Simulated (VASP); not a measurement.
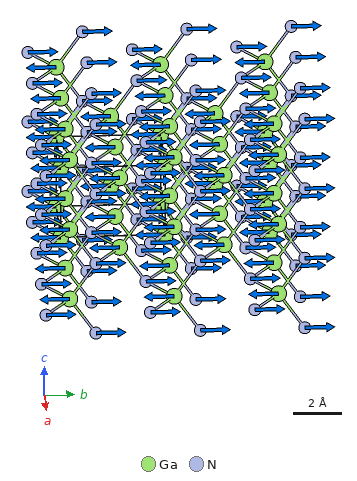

A relaxation of solid GaN (a generated structure, set up in Imm2). The starting structure is drawn; blue arrows show the displacements (the part carried along by the change of the cell is left out), 30 times their true length.

The picture is a ball-and-stick view of the cell of the calculation, repeated 3 × 2 × 2 with one cell outlined, seen from a free direction.

The run lets cell and atoms move.

All numbers below come from Kohn-Sham DFT of a periodic cell, LDA, VASP PAW LDA potentials, recommended (VASP 6.6.1).

Input file:
```
PREC = Accurate
ENCUT = 220
EDIFF = 1E-6
ISMEAR = 0
SIGMA = 0.02
LREAL = F
LASPH = T
NELM = 100
ALGO = Normal
ISIF = 3
LWAVE = F
LCHARG = F
GGA = CA
IBRION = 2
NSW = 60
EDIFFG = -0.02
LATTICE_CONSTRAINTS = .FALSE. .FALSE. .TRUE.
```

Launched with:
```bash
cat potpaw_LDA.64/Ga_d/POTCAR potpaw_LDA.64/N/POTCAR > POTCAR
mpirun -np 1 vasp_std > vasp.out
```

Q: What did the optimiser do to the structure, and how much energy did it gain?

A: The largest moves relative to the cell, 0.044 Å, are those of Ga and N atoms. By element the largest moves are Ga 0.044 Å, N 0.044 Å. Cell: a unchanged at 3.138 Å, b unchanged at 4.437 Å, c 3.247 → 2.851 Å (−12.2 %). Volume −12.2 %. Some distances before and after: Ga–N 1.966 → 1.861 Å, Ga–N 1.921 → 1.872 Å. Bond angles that change, for instance: N–Ga–N 111.3° → 100.0°, Ga–N–Ga 111.3° → 100.0°, N–Ga–N 109.5° → 113.8°. The space group stays Imm2 (No. 44). The energy falls by 1.637 eV per cell of the calculation in 8 geometry steps. Largest force component: 0.3 eV/Å at the start, 0.014 eV/Å at the end. The pressure goes from −88.22 to −41.32 GPa. At step 1 the optimiser overshot: the energy rose above the start, and later steps came back. The volume changes by over a tenth within one run on a fixed set of plane waves, so the end point should be relaxed again from the new cell. It ran on 1 thread of Intel(R) Xeon(R) Platinum 8488C (Sapphire Rapids), with other jobs on the host.
